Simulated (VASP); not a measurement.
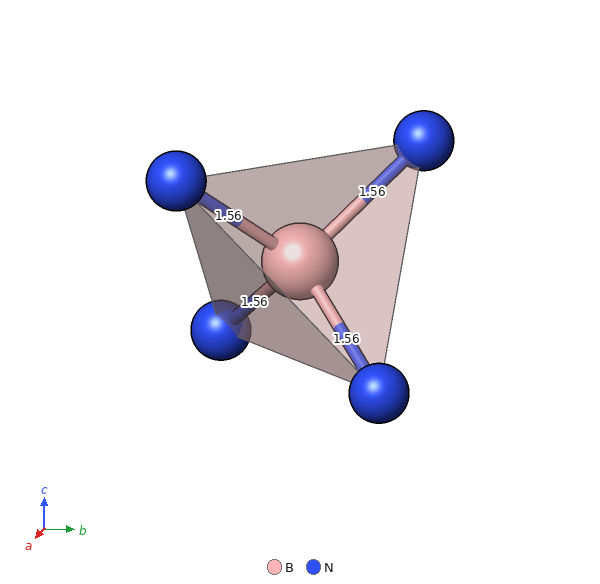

Coordination of B in BN (F-43m); bond lengths in Å. Shape measures S are computed against regular polyhedra or, for capped shapes, the nearer of the equal-edge and equal-bond forms. Origin: the geometry relaxed with VASP 6.6.1, VASP Kohn-Sham DFT of a periodic cell, revPBE with D4, VASP PAW PBE potentials, recommended.

Name the coordination polyhedron and say how regular it is.

Answer. BN4: an essentially ideal tetrahedron (coordination number 4, S = 0.00; next best see-saw, S = 9.8).

Does the central atom sit at the centroid of its ligands?

Answer. Yes, to within 0.01 Å; the site symmetry is -43m.
